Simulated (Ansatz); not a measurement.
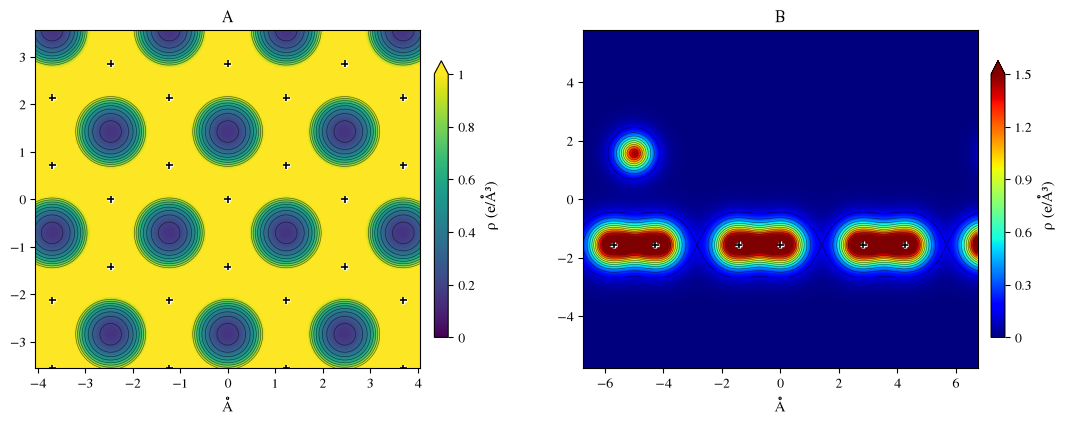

The valence electron density of 2 systems, each on a plane through atoms (crosses mark nuclei in the plane).

Theory: DFT PBE+D3(BJ), scalar-relativistic, plane waves, PAW (Ansatz 0.2.0).

System 1: C$_{9}$O (slab), the (110) plane of the calculation cell, a cut from vacuum to vacuum. Spin-polarised.

```
C O
1.0
     7.39515    0.00000    0.00000
    -3.69757    6.40439    0.00000
     0.00000    0.00000   18.00161
C O
18 2
Direct
  0.55556 0.44444 0.44440
  0.55556 0.77780 0.44433
  0.55552 0.11111 0.44434
  0.88890 0.44447 0.44433
  0.88889 0.77777 0.44419
  0.88888 0.11110 0.44412
  0.22219 0.44442 0.44431
  0.22221 0.77777 0.44430
  0.22221 0.11109 0.44419
  0.44437 0.22222 0.44434
  0.44440 0.55555 0.44439
  0.44440 0.88889 0.44434
  0.77773 0.22222 0.44429
  0.77774 0.55557 0.44433
  0.77772 0.88892 0.44419
  0.11103 0.22222 0.44418
  0.11106 0.55555 0.44432
  0.11106 0.88889 0.44412
  0.92088 0.91302 0.61782
  0.07963 0.08476 0.61871
```

System 2: C, the (001) plane of the conventional cell. Space group R-3m.

```cif
data_structure
_symmetry_space_group_name_H-M 'P 1'
_symmetry_Int_Tables_number 1
_cell_length_a 2.4650
_cell_length_b 2.4650
_cell_length_c 10.0457
_cell_angle_alpha 90.000
_cell_angle_beta 90.000
_cell_angle_gamma 120.000
_cell_volume 52.86
loop_
_atom_site_label
_atom_site_type_symbol
_atom_site_fract_x
_atom_site_fract_y
_atom_site_fract_z
_atom_site_occupancy
C1 C 0.00000 0.00000 0.16659 1
C2 C 0.66667 0.33333 0.49992 1
C3 C 0.33333 0.66667 0.83325 1
C4 C 0.66667 0.33333 0.16675 1
C5 C 0.33333 0.66667 0.50008 1
C6 C 0.00000 0.00000 0.83341 1
```

Which map belongs to which system?

Answer. Panel A is system 2, C: the plane holds C. C–C (1.42 Å): ρ at the midpoint is about 2 e/Å³. Panel B is system 1, C$_{9}$O: the plane holds C. C–C (1.42 Å): the density is about 2 e/Å³ at the midpoint.
